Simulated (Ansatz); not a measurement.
## Geometry relaxation, with input and output: Ge

- system: Ge (2 atoms in the cell)
- method: DFT, PBEsol, plane waves, PAW (Ansatz 0.2.0)

The structure derives from an entry of the Crystallography Open Database.

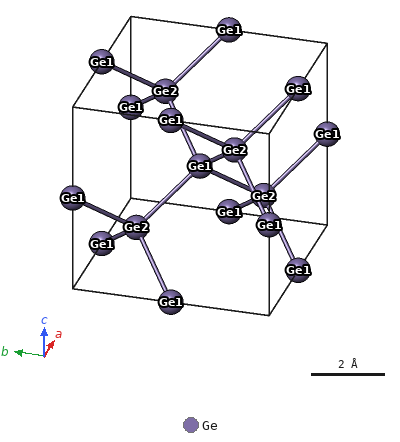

Fig. 1: The starting structure (ball-and-stick view of the cell 4 times as large as that of the calculation, set on its symmetry axes, seen at an oblique angle; atoms are numbered from 1 in the order of the input). Near neighbours in the crystal (not all of them lie inside the picture): Ge has 4 Ge at 2.46 Å.

## The input
```yaml
crystal:
  lattice:
    - [0.0, 2.8387418727, 2.8387418727]
    - [2.8387418727, 0.0, 2.8387418727]
    - [2.8387418727, 2.8387418727, 0.0]
  atoms:
    - { symbol: Ge, position: [0.5, 0.5, 0.5] }
    - { symbol: Ge, position: [0.75, 0.75, 0.75] }
basis:
  ecutwfc: 420
kpoints:
  mp_grid: { grid: [14, 14, 14] }
hamiltonian:
  xc: pbesol
scf:
  occupations: { method: fermi_dirac, width: 0.15 }
  max_iter: "yes please"
output:
  forces: true
  eigenvalues: true
  stress: true
relax:
  adjacent_minimum: "off"
  f_tol: 0.001
  max_steps: 60
  cell: { stress_tol: 0.02, p_target: 7.0 }
```

Launched with:
```bash
ansatz run input.yaml --threads 1 --pin off --max-ram 3072MiB --backend cpu --events-out ev --progress --plain --runs-dir out
```

## The program's output
```
Error: YAML parse error: error: line 17 column 13: invalid u64
  --> <input>:17:13
   |
15 | scf:
16 |   occupations: { method: fermi_dirac, width: 0.15 }
17 |   max_iter: "yes please"
   |             ^ invalid u64
18 | output:
19 |   forces: true
   |
```

## What the run reported

```csv
quantity,value
outcome,refused by the program
space group (tolerance 0.01 Å),Fd-3m (227)
hardware,"1 thread of Intel Xeon (Granite Rapids), 32 GiB of memory available, shared host"
```

## Diagnosis

The input was spoiled on purpose: a value of the wrong type. The program refused the input: “YAML parse error: error: line 17 column 13: invalid u64 --> <input>:17:13 | 15 | scf: 16 | occupations: { method: fermi_dirac, width: 0.15 } 17 | max_iter: "yes please" | ^ invalid u64 18 | output: 19 | forces: true |” Results for this metal are sensitive to the k-point mesh.
